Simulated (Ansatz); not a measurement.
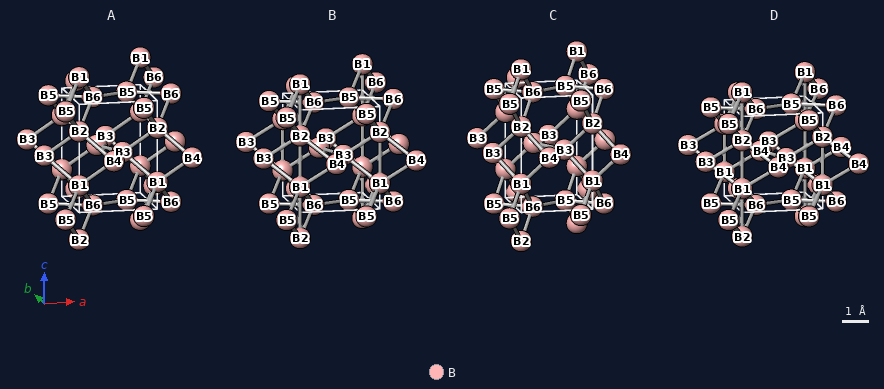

4 geometries from one relaxation of solid B (a generated structure, set up in P4_2/m) (coarse preliminary run), in shuffled order. A ball-and-stick model of the cell of the calculation, seen slightly off an axis.

Level of theory: DFT PBE, scalar-relativistic, plane waves, PAW (Ansatz). Set-up: plane-wave cutoff 420 eV; k-point mesh 6 × 6 × 4; occupations gaussian; smearing width 0.1 eV; no spin polarisation; cell and atoms relaxed; force threshold 0.04 eV/Å; at most 70 steps.

### Put them in the order of the run, from the start to the converged end.

C, A, B, D. They are steps 0, 2, 3, 11, at +509 meV per atom, +66.1 meV per atom, +36.5 meV per atom relative to the last. The largest moves relative to the cell, 0.18 Å, are those of B3, B4, B5 and B6. B3 goes along [−3 1 0]. The drawn cell changes as follows: a = b 2.886 → 3.252 Å (+12.7 %), c 4.619 → 3.875 Å (−16.1 %); the volume changes by +6.5 %. Among the contacts that change: B1–B2 2.309 → 1.937 Å, B3–B5 2.626 → 2.293 Å, B3–B4 1.639 → 1.794 Å, B1–B3 1.668 → 1.810 Å. Among the angles between lasting bonds that change: B1–B3–B2 87.6° → 64.7°, B3–B1–B4 92.4° → 115.3°, B4–B3–B4 115.7° → 134.4°. The space group stays P4_2/m (No. 84). After 8 accepted moves (11 points after the start) the energy has fallen by 509 meV per atom. The largest force component goes from 3.6 to 0.0042 eV/Å. Pressure: 53.77 GPa at the start and 0.03 GPa at the end. The line search rejected the trial step at point 5 of the run. The SCF was repeated twice at an unchanged geometry on a basis and grid sized afresh for the cell, which shifted the energy by 8.6 meV per atom at most.
